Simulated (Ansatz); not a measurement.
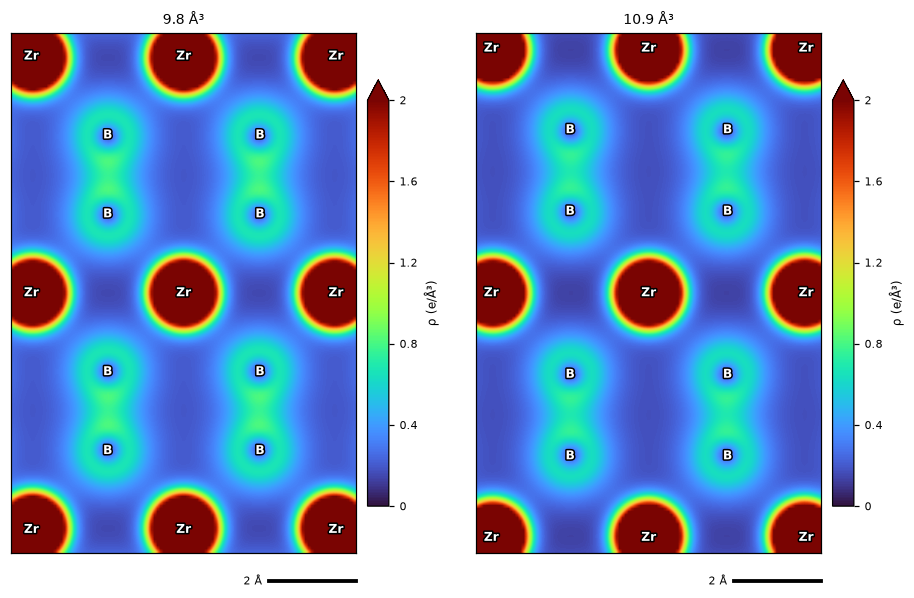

ZrB₂. The valence charge density (pseudo) of cells scaled evenly to different volumes (given per atom above each panel), on the (110) plane of each (indices in the axes of the cell below), at one length scale and on one colour scale.

Method: Kohn-Sham DFT of a periodic cell, r2SCAN, Ansatz PAW (Ansatz).

The largest cell:

```xyz
3
Lattice="3.2322 0.0000 0.0000 -1.6161 2.7991 0.0000 0.0000 0.0000 3.6023" Properties=species:S:1:pos:R:3 pbc="T T T"
Zr    0.0000    0.0000    0.0000
B     1.6161    0.9330    1.8011
B     0.0000    1.8661    1.8011
```

| volume (Å³/atom) | B–B contact in the plane (Å) | ρ at its midpoint (e/Å³) | pressure (GPa) | 
| --- | --- | --- | --- |
| 9.84 | 1.806 | 0.766 | 11.7 | 
| 10.66 | 1.854 | ? | ? | 
| 10.86 | 1.866 | 0.693 | −12.0 | 

### What values belong in the row with question marks?

Over the known rows ln ρ falls by 1.67 per Å of B–B distance (the line through the two), which gives 0.707 e/Å³ at 1.854 Å; the calculation gives 0.707 e/Å³. For the pressure, a straight line in volume between the neighbouring rows gives −7.4 GPa; the calculation gives −8.2, lower because pressure rises ever faster on compression.
